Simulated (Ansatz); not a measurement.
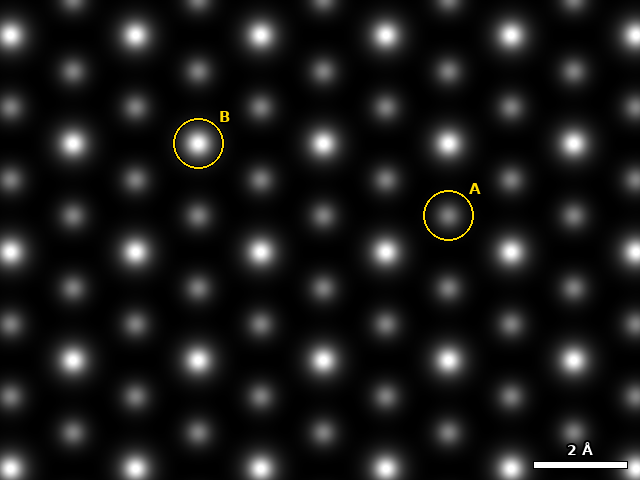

Projected-potential map of Ir (P6_3/mmc, No. 194) along [001]. Computed as the sum of neutral-atom potentials (tabulated electron scattering factors, B = 0.5 Å²) projected along the beam and smoothed by 0.25 Å; brighter is more positive. Structure used: coordinates from a relaxation with DFT, PBE, plane waves (420 eV) with PAW, scalar-relativistic (Ansatz 0.2.0); the starting structure was generated, so it need not be a known form of this composition.

```cif
data_structure
_symmetry_space_group_name_H-M 'P6_3/mmc'
_symmetry_Int_Tables_number 194
_cell_length_a 2.7381
_cell_length_b 2.7381
_cell_length_c 8.9519
_cell_angle_alpha 90.000
_cell_angle_beta 90.000
_cell_angle_gamma 120.000
_cell_volume 58.12
loop_
_atom_site_label
_atom_site_type_symbol
_atom_site_symmetry_multiplicity
_atom_site_Wyckoff_symbol
_atom_site_fract_x
_atom_site_fract_y
_atom_site_fract_z
_atom_site_occupancy
Ir1 Ir 2 a 0.00000 0.00000 0.00000 1
Ir2 Ir 2 c 0.33333 0.66667 0.25000 1
```

**Name the elements in each circled column.**

A: Ir (1 Ir per 8.95 Å along the beam; about 50 % of the brightest peak). B: Ir (2 Ir per 8.95 Å along the beam; the brightest kind). Brightness is counted from the darkest point of the image.
